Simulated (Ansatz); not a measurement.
Single-point calculation, with input and output: Cr

- system: Cr (Im-3m, 1 atom in the cell)
- method: DFT LDA, scalar-relativistic, plane waves, PAW, spin-polarised (Ansatz 0.2.0)

The structure derives from an entry of the Crystallography Open Database. Figures and captions count atoms from 1; the log counts them from 0 in places.

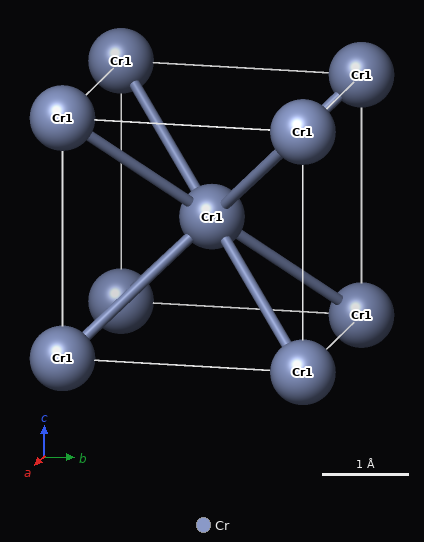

Figure 1. The structure as given in the input (ball-and-stick view of the cell 2 times as large as that of the calculation, set on its symmetry axes, seen slightly off an axis; atoms are numbered from 1 in the order of the input). Near neighbours in the crystal (not all of them lie inside the picture): Cr has 8 Cr at 2.50 Å.

Input:
```yaml
crystal:
  lattice:
    - [-1.44195, 1.44195, 1.44195]
    - [1.44195, -1.44195, 1.44195]
    - [1.44195, 1.44195, -1.44195]
  atoms:
    - { symbol: Cr, position: [0.0, 0.0, 0.0], spin: 3.0 }
basis:
  ecutwfc: 420
kpoints:
  mp_grid: { grid: [8, 8, 8] }
hamiltonian:
  xc: lda
scf:
  occupations: { method: gaussian, width: 0.1 }
  lower_state_search: "off"
output:
  forces: true
  stress: true
  eigenvalues: true
  populations: true
magnetization:
  spin_polarized: true
```

Hardware: 4 threads of Arm Neoverse V1, 112 GiB of memory available, shared host.

Launch command:
```bash
ansatz run input.yaml --threads 4 --pin off --max-ram 8192MiB --backend cpu --events-out ev --progress --plain --runs-dir out
```

What the program printed:
```
Engine: ansatz 0.2.0, aarch64-unknown-linux-gnu
Pseudopotentials: kind: paw
Pseudopotential: Cr, paw, valence charge 14, recommended cutoff 420 eV (normal), Cr.paw.azcp
Functional definition: SPW92
  exchange = slater_x
  correlation = pw_c
Crystal: 1 atoms, lattice volume = 11.993 Å³
Basis set: ecut = 420 eV, 225 PW (Γ)
Bands: 13, of which v1, the nominal top of the filled ones, is band 7 counted from 1 (6 counted from 0)
Symmetry: 48 space group operations
Space group: Im-3m (ITA 229), of the structure as read, at distance tolerance 2.3e-5 Å
Magnetic group: BNS 229.140 (UNI 1642), of the structure as read, at distance tolerance 2.3e-5 Å
k-points: 29 of 512
Non-local potential: Cr, projectors of the file, l = 0: 3, l = 1: 2, l = 2: 3, l = 3: 1
PAW form: soft (Blöchl's): semilocal exchange-correlation on the pseudo side does not see the compensation charge
PAW frozen core: Cr, regenerated for the run's functional, and the local potential with it (the file was generated under x = pbe(κ = 0.804, μ = 0.2195149727645171), c = pbe(β = 0.06672455060314922))
PAW one-centre angular grid: Cr, 590 points (default); XC on 64 Gauss nodes
Initial density: superposition of atomic densities (chi_scale 0.1, normalization cell)
Starting moments: Σ|m| = 3 μB on 1 of 1 site
Initial wavefunctions: pseudopotential atomic-orbital guess
Functional: x = slater, c = lda
SCF iter   1: F=—  HF=-3323.602494 eV  |F-HF|=—  |Δ(HF+E_count)|=         —  Δρ=2.94e-1 (↑2.94e-1 ↓1.05e-1)  dr2=6.14e0  dr2_m=3.65e0  M=0.658 μB ∫|m|=0.659 μB  β_m=0.30  ethr=3.10e-3  ⟨swp⟩=4.0  Hψ=3521  notcnv=0
preconditioner: auto → none  [metal: Δε(μ)=0.084 eV  Ē_g=11.713 eV  σ=0.100 eV  W_gap=0.41  n_scr=0 (ndim 8)  ℏωp=26.3 eV  f_vac=0.000  D(μ)=1.73/eV (n_scr^D=18)]
SCF iter   2: F=—  HF=-3321.981604 eV  |F-HF|=—  |Δ(HF+E_count)|=    1.62e0  Δρ=1.31e-1 (↑1.31e-1 ↓1.28e-1)  dr2=6.79e-2  dr2_m=1.80e0  M=1.262 μB ∫|m|=1.262 μB  β_m=0.30  ethr=3.10e-3  ⟨swp⟩=2.1  Hψ=1900  notcnv=0  defer=77
Mixer restart at iter 2: flushing history
spin-set hold released at iteration 2 (the charge has settled, or the pull on large starting moments outlasts its swing): the magnetisation degrees of freedom join the quasi-Newton model from the next iteration; the mixer history was flushed
SCF iter   3: F=—  HF=-3322.247844 eV  |F-HF|=—  |Δ(HF+E_count)|=   2.66e-1  Δρ=1.27e-1 (↑1.27e-1 ↓1.18e-1)  dr2=5.29e-2  dr2_m=1.64e0  M=0.886 μB ∫|m|=0.886 μB  β_m=0.20  ethr=4.85e-4  ⟨swp⟩=2.0  Hψ=1104  notcnv=0  defer=74
SCF iter   4: F=—  HF=-3322.889981 eV  |F-HF|=—  |Δ(HF+E_count)|=   6.42e-1  Δρ=6.21e-2 (↑3.47e-2 ↓6.21e-2)  dr2=7.98e-2  dr2_m=2.45e-1  M=0.295 μB ∫|m|=0.295 μB  β_m=0.45  ethr=3.78e-4  ⟨swp⟩=2.2  Hψ=1335  notcnv=0  defer=74
SCF iter   5: F=—  HF=-3322.837837 eV  |F-HF|=—  |Δ(HF+E_count)|=   5.21e-2  Δρ=6.33e-2 (↑6.33e-2 ↓4.34e-2)  dr2=9.05e-2  dr2_m=2.95e-1  M=-0.316 μB ∫|m|=0.316 μB  β_m=0.57  ethr=3.78e-4  ⟨swp⟩=2.5  Hψ=1553  notcnv=0  defer=74
SCF iter   6: F=—  HF=-3322.952821 eV  |F-HF|=—  |Δ(HF+E_count)|=   1.15e-1  Δρ=2.00e-2 (↑1.81e-2 ↓2.00e-2)  dr2=9.91e-4  dr2_m=3.91e-2  M=-0.028 μB ∫|m|=0.028 μB  β_m=0.65  ethr=3.78e-4  ⟨swp⟩=2.0  Hψ=1041  notcnv=0  defer=67
SCF iter   7: F=—  HF=-3322.967726 eV  |F-HF|=—  |Δ(HF+E_count)|=   1.49e-2  Δρ=3.15e-3 (↑3.15e-3 ↓1.94e-3)  dr2=3.95e-4  dr2_m=5.55e-4  M=0.000 μB ∫|m|=0.008 μB  β_m=0.83  ethr=7.08e-6  ⟨swp⟩=2.5  Hψ=1314  notcnv=0  defer=64
SCF iter   8: F=—  HF=-3322.965850 eV  |F-HF|=—  |Δ(HF+E_count)|=   1.88e-3  Δρ=1.10e-2 (↑1.10e-2 ↓7.71e-3)  dr2=1.80e-3  dr2_m=9.26e-3  M=-0.008 μB ∫|m|=0.011 μB  β_m=0.64  ethr=2.82e-6  ⟨swp⟩=2.0  Hψ=1200  notcnv=0  defer=64  recentre
SCF iter   9: F=—  HF=-3322.968065 eV  |F-HF|=—  |Δ(HF+E_count)|=   2.22e-3  Δρ=9.85e-4 (↑9.85e-4 ↓7.56e-4)  dr2=4.14e-6  dr2_m=8.22e-5  M=0.000 μB ∫|m|=0.002 μB  β_m=0.80  ethr=2.82e-6  ⟨swp⟩=2.5  Hψ=1091  notcnv=0  defer=64
SCF iter  10: F=—  HF=-3322.968083 eV  |F-HF|=—  |Δ(HF+E_count)|=   1.76e-5  Δρ=1.53e-4 (↑7.45e-5 ↓1.53e-4)  dr2=4.42e-6  dr2_m=2.54e-7  M=0.000 μB ∫|m|=0.000 μB  β_m=0.90  ethr=2.96e-8  ⟨swp⟩=2.0  Hψ=1096  notcnv=0  defer=64
SCF iter  11: F=—  HF=-3322.968082 eV  |F-HF|=—  |Δ(HF+E_count)|=   1.04e-6  Δρ=7.66e-5 (↑3.91e-5 ↓7.66e-5)  dr2=2.17e-7  dr2_m=3.34e-7  M=0.000 μB ∫|m|=0.000 μB  β_m=0.95  ethr=2.96e-8  ⟨swp⟩=1.7  Hψ=763  notcnv=0  defer=64
iter 12 did not close the SCF: its close was put off for a magnetic moment that had not settled (scf_convergence_deferred on its scf_iter line)
SCF iter  12: F=-3322.968082 eV  HF=-3322.968082 eV  |F-HF|=1.47e-8  |Δ(HF+E_count)|=  9.30e-10  Δρ=2.88e-5 (↑2.33e-5 ↓2.88e-5)  dr2=4.85e-9  dr2_m=7.40e-8  M=0.000 μB ∫|m|=0.000 μB  β_m=0.98  ethr=7.14e-10  ⟨swp⟩=6.4  Hψ=3031  notcnv=0
iter 13 did not close the SCF: its close was put off for a magnetic moment that had not settled (scf_convergence_deferred on its scf_iter line)
SCF iter  13: F=-3322.968082 eV  HF=-3322.968082 eV  |F-HF|=5.39e-10  |Δ(HF+E_count)|=   1.80e-8  Δρ=5.05e-6 (↑4.31e-6 ↓5.05e-6)  dr2=8.47e-11  dr2_m=2.40e-9  M=0.000 μB ∫|m|=0.000 μB  β_m=0.99  ethr=3.46e-11  ⟨swp⟩=1.0  Hψ=1808  notcnv=0
SCF iter  14: F=-3322.968082 eV  HF=-3322.968082 eV  |F-HF|=4.55e-13  |Δ(HF+E_count)|=  6.29e-10  Δρ=4.95e-8 (↑4.95e-8 ↓4.62e-8)  dr2=1.97e-14  dr2_m=2.30e-13  M=-0.000 μB ∫|m|=0.000 μB  ethr=1.00e-12  ⟨swp⟩=1.0  Hψ=1805  notcnv=0
WARN: the starting moments were not kept: the SCF closed with an absolute magnetisation of 7.7e-8 μB, where they sum to 3 μB in size (1 site). That is at most 0.1 of that sum. Measured as dr2_m measures the in/out step, that magnetisation stands 5.5e-15 eV from none, at or under the dr2_threshold of 1.0e-7 eV: it is no larger than a step whose dr2_m would equal this threshold. The system may hold no moment; this SCF shows only that its start led to no more than that. To try another start: raise the starting moments (crystal.atoms[].spin, magnetization.per_species, magnetization.initial_magnetization, or on a non-collinear deck that types none of these the spinor_matrix: blocks that start its atoms; where the total moment is fixed, keep their sum and leave initial_magnetization as it is; typed ones take the place of any that the run laid by itself, positive ones on a crystal's lanthanoids without a Hubbard term where scf.initial_density.shell_occupations: [] is typed) or, if the notice of its spin-set hold's release reads "site moments contracting" or "site moments show no strong build", lengthen the hold (scf.mixing.spin_hold: { on: { confirm: 4 } }; for m-r²SCAN on two components see the key's manual first). Each may lead to a state that holds a moment. A second SCF, from the converged charge density, with the starting moments and any scf.initial_density.shell_occupations laid on it anew, would have followed, and was not run: the deck does not ask for one (magnetization.retry_lost_moments is false, the default). To let it run, set magnetization.retry_lost_moments: true and run the deck again, where that key's refused combinations let it; where memory then withholds it, that run's warning says so.
SCF 1 converged in 14 iterations: F = -3322.968082 eV  dr2 = 1.97e-14
  greatest PAW one-centre occupation: 1.000 electrons in one spin orbital (limit 2), on the Cr atom at site 0 (counted from 0), in its partial waves of l = 0
```

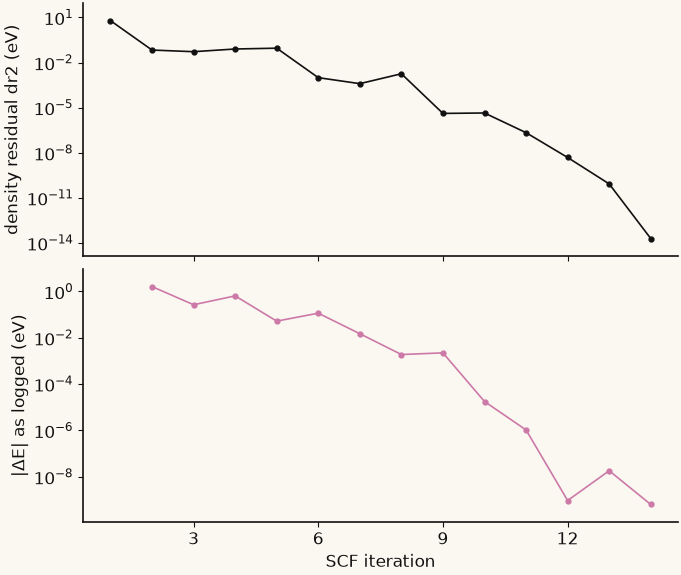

Figure 2. Convergence of the self-consistent field: density residual dr2 and size of the energy change against the SCF iteration. The residual comes down, with one marked jump up, by a factor of about 5, at step 8.

```
SCF converged after 14 iterations
Magnetization: -0.0000 μB (7.0000 up, 7.0000 down)
Absolute magnetization: 0.0000 μB (∫|ρ↑−ρ↓|, with the PAW one-centre terms)
Spin contamination: 0.0000 ħ² per cell (⟨S²⟩ above its minimum at these occupations)
Per-site moments (μB) at R_I (Å): [(-4.260740097550255e-8, 1.0302313980642515)]
Free energy (F): -3322.968082 eV
Harris-Foulkes:  -3322.968082 eV  (|F-HF|=4.55e-13)
Internal energy: -3322.967497 eV  (E = F + TS)
E sigma→0 (E₀):  -3322.967789 eV
Entropy (-TS):   -0.000585 eV (-0.585 meV/atom)
Fermi energy:    18.073567 eV
--- Per-component energies (eV) ---
  E_band       = -157.731803
  E_kinetic    = 342.342808
  E_local      = -1211.342051  (includes V_loc(G=0)·N_el)
  E_nonlocal   = 82.550345
  E_hartree    = 522.897203
  E_xc         = -138.816282
  E_vxc        = -178.055627  (∫ρ·V_xc dr)
  E_paw        = -1140.195977  (= ΣΔE_a)
  E_vpaw       = -239.022043  (= ΣTr[D̂ρ^β])
  E_aug_tail   = 0.000363  (compensation charges beyond the density's cutoff)
  E_ewald      = -1780.769030
  E_core_change = 0.365125  (= ΣΔE_core)
  E_smearing   = -0.000585  (= −TS)
  E_closure    = -0.000000  (closes the sum)
  Σ components = -3322.968082   (vs F -3322.968082, Δ=0.00e0)
--- Forces (eV/Å), atoms counted from 1 ---
  atom   1  Cr     0.00000000     0.00000000    -0.00000000
  max |Σ_I F_I| component: 3.70e-32 eV/Å
--- Stress (GPa, compression-positive) ---
      -24.041585       0.000000      -0.000000
        0.000000     -24.041585       0.000000
       -0.000000       0.000000     -24.041585
  P = ⅓ Tr σ = -24.0416 GPa (-240.416 kbar)
--- Band table (eV; the first three rows and the last of 58) ---
  k-point 0 ↑: bands = ["-53.0095", "-24.1756", "-24.1756", "-24.1756", "10.5593", "17.3601", "17.3601", "17.3601", "19.2663", "19.2663", "40.3272", "40.3272", "40.3272"]
  k-point 1 ↑: bands = ["-52.9826", "-24.3025", "-24.2152", "-24.1763", "11.2062", "17.1217", "17.2981", "17.7983", "19.0465", "19.2872", "38.6069", "39.8974", "40.6617"]
  k-point 2 ↑: bands = ["-52.9171", "-24.6027", "-24.3097", "-24.1781", "12.8059", "16.5815", "17.0571", "18.9561", "18.9688", "19.3717", "34.5697", "37.9252", "41.3133"]
  k-point 28 ↓: bands = ["-52.6940", "-24.7537", "-24.7537", "-24.7537", "14.0985", "14.0985", "20.5857", "20.5857", "20.5857", "28.4891", "28.4891", "28.4891", "35.0407"]
--- Löwdin populations: 1 site ---
  site symbol       q [e]    m [muB]
     0     Cr     13.9005    -0.0000
  spilling = 0.007106 (of n_electrons = 14.000000)
```

File populations.tsv:
```
# site	symbol	l	j	q_up	q_dn
# orbitals = lowdin
# n_electrons = 14.000000
# spilling = 0.007106
0	Cr	0_3S	-	0.992043	0.992043
0	Cr	0_4S	-	0.367362	0.367362
0	Cr	1_3P	-	2.995841	2.995841
0	Cr	2_3D	-	2.595009	2.595009
```

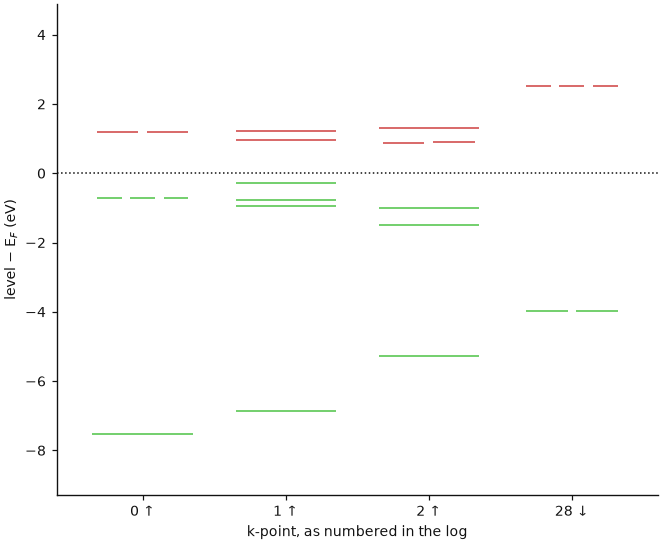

Figure 3. Kohn–Sham levels near the Fermi level (dotted) at the few k-points that the log prints; levels within 0.02 eV of each other stand side by side. The system is metallic on the full mesh.

Summary:

```csv
quantity,value
outcome,converged
space group (tolerance 0.01 Å),Im-3m (229)
electrons treated,14
free energy,−3322.9681 eV
Fermi energy,18.074 eV
gap on the k-point mesh,none (metallic)
net moment of the cell,0.00 μB
integrated absolute moment,0.00 μB
pressure,−24.04 GPa
largest force (length of the vector),under 0.001 eV/Å
wall time,0.72 s (CPU time 1.7 s)
peak memory,0.25 GiB
```

Remarks:

The program warns: some starting moments were not kept. The cell is under a tension of 24 GPa at this level, so it is not at its equilibrium volume.
